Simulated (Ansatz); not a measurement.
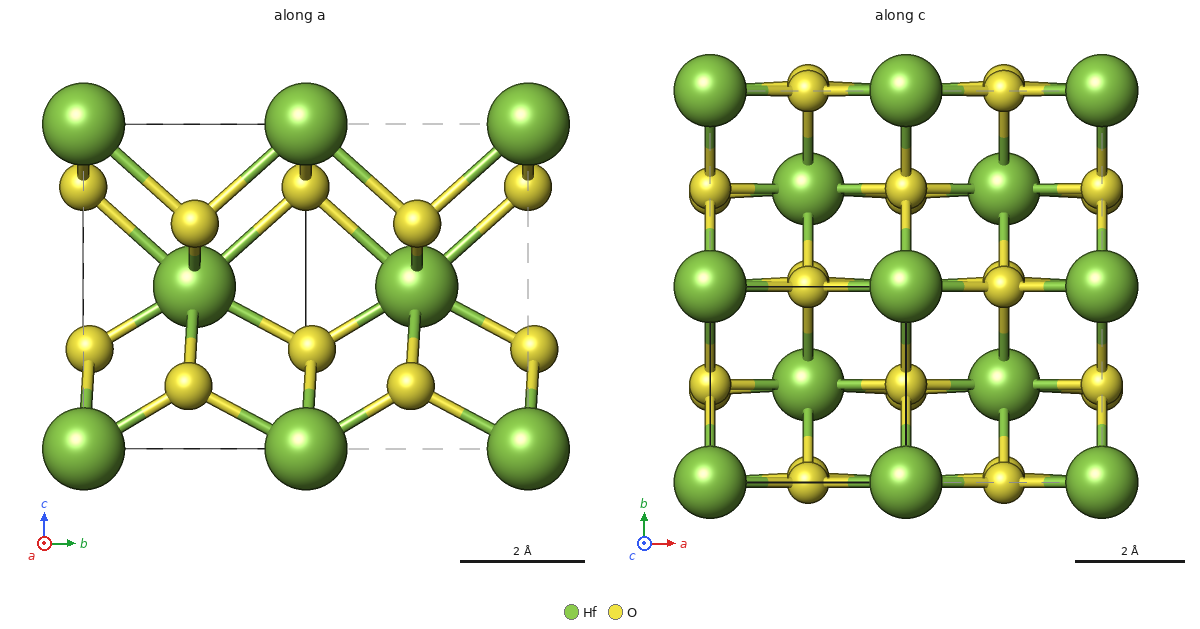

The image is a ball-and-stick drawing of a crystal, viewed along the a axis and along the c axis. A 2×2×1 array of cells is drawn; the simulation cell has the solid edges.

This input was run:
```yaml
crystal:
  lattice:
    - [3.6043048131, 0.0, 0.0]
    - [0.0, 3.6043048131, 0.0]
    - [0.0, 0.0, 5.2639671549]
  atoms:
    - { symbol: Hf, position: [0.5, 0.4991052832, 0.5] }
    - { symbol: Hf, position: [0.0, 0.0008947168, 0.0] }
    - { symbol: O, position: [0.0, 0.5009686176, 0.6932521152] }
    - { symbol: O, position: [0.5, -0.0009686176, 0.8067478848] }
    - { symbol: O, position: [0.5, 0.0277446013, 0.3067478848] }
    - { symbol: O, position: [0.0, 0.4722553987, 0.1932521152] }
basis:
  ecutwfc: 420
kpoints:
  mp_grid: { grid: [6, 6, 4] }
hamiltonian:
  xc: pbe
scf:
  occupations: { method: gaussian, width: 0.05 }
output:
  forces: true
  stress: true
  eigenvalues: true
```
Run as:
```sh
ansatz run input.yaml --threads 2 --pin off --max-ram 5120MiB --backend cpu --events-out ev --progress --plain --runs-dir out
```

Method: DFT PBE, scalar-relativistic, plane waves, PAW in Ansatz 0.2.0; wavefunction cutoff 420 eV, k-grid 6×6×4, Gaussian smearing of 0.05 eV, no spin polarisation.

Question: Is the electronic structure metallic or gapped?

Answer: An insulator at this level, with a gap of 4.66 eV on the k-mesh (the true edges may lie between mesh points, so the gap can be somewhat smaller).

Question: Would the cell expand or shrink if it could?

Answer: The computed pressure is 1.6 GPa (compressed: it would expand). The stress isn't hydrostatic: its largest component is 4.5 GPa.

The initial geometry was a structure listed in the Materials Project. The cell was then strained or its atoms displaced on purpose. It went into a calculation with Ansatz.

At this level of theory the run's own cell isn't at rest (forces up to 2.5 eV/Å), so its distances can differ from those at equilibrium, the more so the softer the solid.
